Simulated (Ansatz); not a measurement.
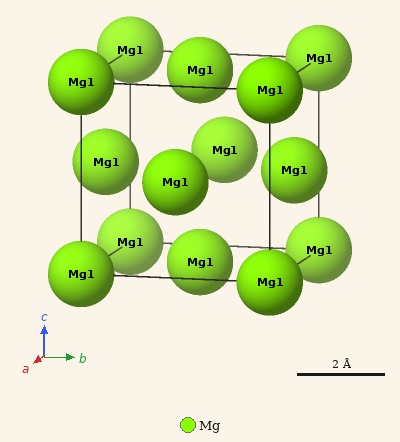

Figure 1. The input geometry of run 1 (spheres-only view of the cell 4 times as large as that of the calculation, set on its symmetry axes, seen slightly off an axis; atoms are numbered from 1 in the order of the input).

# Two runs on Mg

System: Mg (Fm-3m, 1 atom in the cell).
Method of run 1: DFT PBE, scalar-relativistic, plane waves, PAW, no spin polarisation (Ansatz 0.2.0).

The structure was built on a prototype by a generator; it need not be a known phase. Text and figures count atoms from 1; the logs count them from 0 in places.

## Input file, run 1
```yaml
crystal:
  lattice:
    - [0.0, 2.2656375687, 2.2656375687]
    - [2.2656375687, 0.0, 2.2656375687]
    - [2.2656375687, 2.2656375687, 0.0]
  atoms:
    - { symbol: Mg, position: [0.0, 0.0, 0.0] }
basis:
  ecutwfc: 420
  ecutrho_ratio: 4
kpoints:
  mp_grid: { grid: [8, 8, 8] }
hamiltonian:
  xc: pbe
scf:
  occupations: { method: gaussian, width: 0.05 }
output:
  forces: true
  stress: true
  eigenvalues: true
```

Hardware: 2 threads of an x86-64 CPU, shared host.

## Output, shortened to warnings, some set-up lines, iterations and results (run 1)
```
Basis set: ecut = 420 eV, 459 PW (Γ), exchange–correlation on 48×48×48 points (8 copies of the dense FFT grid, shifted against one another)
Symmetry: 48 space group operations
k-points: 29 of 512
Initial density: superposition of atomic densities (neutral atoms: chi_scale 0, normalization atom), corrected by the library's trained network
[...]
SCF iter   1: F=—  HF=-1923.788734 eV  |F-HF|=—  |Δ(HF+E_count)|=         —  Δρ=5.23e-4  dr2=3.79e-5  ethr=1.77e-3  ⟨swp⟩=5.8  Hψ=1875  notcnv=0
SCF iter   2: F=—  HF=-1923.788851 eV  |F-HF|=—  |Δ(HF+E_count)|=   1.18e-4  Δρ=3.15e-4  dr2=1.37e-5  ethr=3.79e-7  ⟨swp⟩=2.6  Hψ=659  notcnv=0
SCF iter   3: F=—  HF=-1923.788860 eV  |F-HF|=—  |Δ(HF+E_count)|=   9.08e-6  Δρ=9.68e-5  dr2=8.53e-7  ethr=1.37e-7  ⟨swp⟩=2.0  Hψ=372  notcnv=0
SCF iter   4: F=—  HF=-1923.788859 eV  |F-HF|=—  |Δ(HF+E_count)|=   6.44e-7  Δρ=3.78e-5  dr2=1.12e-7  ethr=8.53e-9  ⟨swp⟩=2.0  Hψ=399  notcnv=0
SCF iter   5: F=-1923.788859 eV  HF=-1923.788859 eV  |F-HF|=4.59e-9  |Δ(HF+E_count)|=   1.37e-7  Δρ=6.19e-6  dr2=3.11e-9  ethr=1.12e-9  ⟨swp⟩=2.0  Hψ=376  notcnv=0
SCF iter   6: F=-1923.788859 eV  HF=-1923.788859 eV  |F-HF|=1.18e-10  |Δ(HF+E_count)|=   2.79e-9  Δρ=8.57e-7  dr2=7.13e-11  ethr=3.11e-11  ⟨swp⟩=2.1  Hψ=823  notcnv=0
SCF 1 converged in 6 iterations: F = -1923.788859 eV  dr2 = 7.13e-11
SCF converged after 6 iterations
Free energy (F): -1923.788859 eV
Harris-Foulkes:  -1923.788859 eV  (|F-HF|=1.18e-10)
Internal energy: -1923.787387 eV  (E = F + TS)
E sigma→0 (E₀):  -1923.788123 eV
Entropy (-TS):   -0.001473 eV (-1.473 meV/atom)
Fermi energy:    5.244444 eV
--- Per-component energies (eV) ---
  E_band       = -358.571541
  E_kinetic    = 74.753962
  E_local      = -1625.618470  (includes V_loc(G=0)·N_el)
  E_nonlocal   = 95.756669
  E_hartree    = 580.763612
  E_xc         = -28.358267
  E_vxc        = -36.580936  (∫ρ·V_xc dr)
  E_paw        = -292.588093  (= ΣΔE_a)
  E_vpaw       = -28.409702  (= ΣTr[D̂ρ^β])
  E_aug_tail   = -0.000004  (compensation charges beyond the density's cutoff)
  E_ewald      = -728.496797
  E_smearing   = -0.001473  (= −TS)
  E_closure    = -0.000000  (closes the sum)
  Σ components = -1923.788859   (vs F -1923.788859, Δ=0.00e0)
--- Forces (eV/Å), atoms counted from 1 ---
  atom   1  Mg     0.00000000     0.00000000    -0.00000000
  max |Σ_I F_I| component: 3.18e-32 eV/Å
--- Stress (GPa, compression-positive) ---
       -0.136590      -0.000000      -0.000000
       -0.000000      -0.136590       0.000000
       -0.000000      -0.000000      -0.136590
  P = ⅓ Tr σ = -0.1366 GPa (-1.366 kbar)
```

For run 2 the input was changed thus:
```diff
-    - [0.0, 2.2656375687, 2.2656375687]
-    - [2.2656375687, 0.0, 2.2656375687]
-    - [2.2656375687, 2.2656375687, 0.0]
+    - [0.0, 2.2626126818, 2.2626126818]
+    - [2.2626126818, 0.0, 2.2626126818]
+    - [2.2626126818, 2.2626126818, 0.0]
```

What does this change do to the results?

With the same functional and potentials, run 2 lies 0.04 meV per atom lower. The volume per atom goes from 23.26 to 23.17 Å³. The cell is scaled evenly with the atoms at fixed fractional positions, so −ΔP/Δ ln V estimates the bulk modulus midway between the two volumes: about 34 GPa. The number of SCF iterations is the same.

## Output, shortened to warnings, some set-up lines, iterations and results (run 2)
```
Basis set: ecut = 420 eV, 459 PW (Γ), exchange–correlation on 48×48×48 points (8 copies of the dense FFT grid, shifted against one another)
Symmetry: 48 space group operations
k-points: 29 of 512
Initial density: superposition of atomic densities (neutral atoms: chi_scale 0, normalization atom), corrected by the library's trained network
[...]
SCF iter   1: F=—  HF=-1923.788777 eV  |F-HF|=—  |Δ(HF+E_count)|=         —  Δρ=5.16e-4  dr2=3.59e-5  ethr=1.77e-3  ⟨swp⟩=5.8  Hψ=1872  notcnv=0
SCF iter   2: F=—  HF=-1923.788891 eV  |F-HF|=—  |Δ(HF+E_count)|=   1.14e-4  Δρ=3.12e-4  dr2=1.33e-5  ethr=3.59e-7  ⟨swp⟩=2.6  Hψ=658  notcnv=0
SCF iter   3: F=—  HF=-1923.788900 eV  |F-HF|=—  |Δ(HF+E_count)|=   9.02e-6  Δρ=9.89e-5  dr2=8.65e-7  ethr=1.33e-7  ⟨swp⟩=2.0  Hψ=372  notcnv=0
SCF iter   4: F=—  HF=-1923.788899 eV  |F-HF|=—  |Δ(HF+E_count)|=   7.15e-7  Δρ=3.87e-5  dr2=1.21e-7  ethr=8.65e-9  ⟨swp⟩=2.0  Hψ=397  notcnv=0
SCF iter   5: F=-1923.788899 eV  HF=-1923.788899 eV  |F-HF|=5.51e-9  |Δ(HF+E_count)|=   1.41e-7  Δρ=6.76e-6  dr2=3.91e-9  ethr=1.21e-9  ⟨swp⟩=2.0  Hψ=376  notcnv=0
SCF iter   6: F=-1923.788899 eV  HF=-1923.788899 eV  |F-HF|=1.09e-10  |Δ(HF+E_count)|=   3.59e-9  Δρ=8.27e-7  dr2=7.05e-11  ethr=3.91e-11  ⟨swp⟩=2.1  Hψ=823  notcnv=0
SCF 1 converged in 6 iterations: F = -1923.788899 eV  dr2 = 7.05e-11
SCF converged after 6 iterations
Free energy (F): -1923.788899 eV
Harris-Foulkes:  -1923.788899 eV  (|F-HF|=1.09e-10)
Internal energy: -1923.787463 eV  (E = F + TS)
E sigma→0 (E₀):  -1923.788181 eV
Entropy (-TS):   -0.001436 eV (-1.436 meV/atom)
Fermi energy:    5.276851 eV
--- Per-component energies (eV) ---
  E_band       = -358.211936
  E_kinetic    = 74.780213
  E_local      = -1624.043169  (includes V_loc(G=0)·N_el)
  E_nonlocal   = 95.756124
  E_hartree    = 580.142228
  E_xc         = -28.374562
  E_vxc        = -36.602695  (∫ρ·V_xc dr)
  E_paw        = -292.577569  (= ΣΔE_a)
  E_vpaw       = -28.386574  (= ΣTr[D̂ρ^β])
  E_aug_tail   = -0.000004  (compensation charges beyond the density's cutoff)
  E_ewald      = -729.470724
  E_smearing   = -0.001436  (= −TS)
  E_closure    = -0.000000  (closes the sum)
  Σ components = -1923.788899   (vs F -1923.788899, Δ=0.00e0)
--- Forces (eV/Å), atoms counted from 1 ---
  atom   1  Mg     0.00000000     0.00000000    -0.00000000
  max |Σ_I F_I| component: 4.11e-32 eV/Å
--- Stress (GPa, compression-positive) ---
        0.001579      -0.000000       0.000000
       -0.000000       0.001579       0.000000
       -0.000000       0.000000       0.001579
  P = ⅓ Tr σ = 0.0016 GPa (0.016 kbar)
```

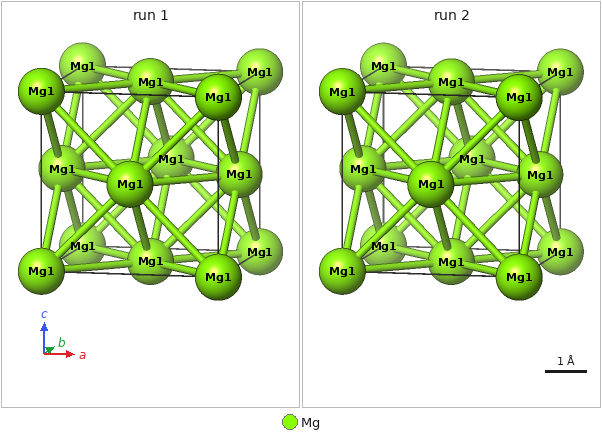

Figure 2. The two input geometries at one scale (ball-and-stick view of the cell 4 times as large as that of the calculation, set on its symmetry axes, seen slightly off an axis). The atoms keep their places relative to the cell (all moves are under 0.005 Å). The drawn cell changes as follows: a = b = c 4.531 → 4.525 Å (−0.1 %); the volume changes by −0.4 %. Among the contacts that change: Mg1–Mg1 3.204 → 3.200 Å.

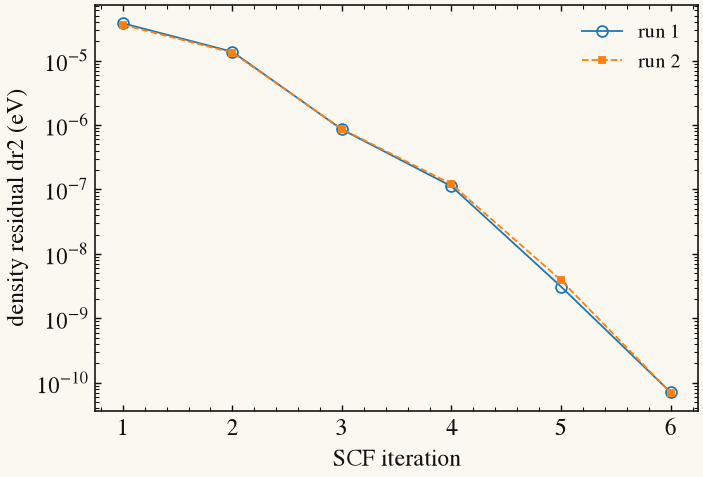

Figure 3. Convergence of the two runs: density residual dr2 against the SCF iteration. Run 1 takes 6 iterations in all, and run 2 takes 6.

## The two runs side by side

```csv
quantity,run 1,run 2
outcome,converged,converged
free energy per atom (eV),−1923.7889,−1923.7889
"energy per atom, smearing taken to zero (eV)",−1923.7881,−1923.7882
gap on the mesh (eV),0.00,0.00
pressure (GPa),−0.14,0.00
volume per atom (Å³),23.26,23.17
largest force (eV/Å),0.000,0.000
SCF iterations,6,6
irreducible k-points,29,29
plane waves at Γ,459,459
```
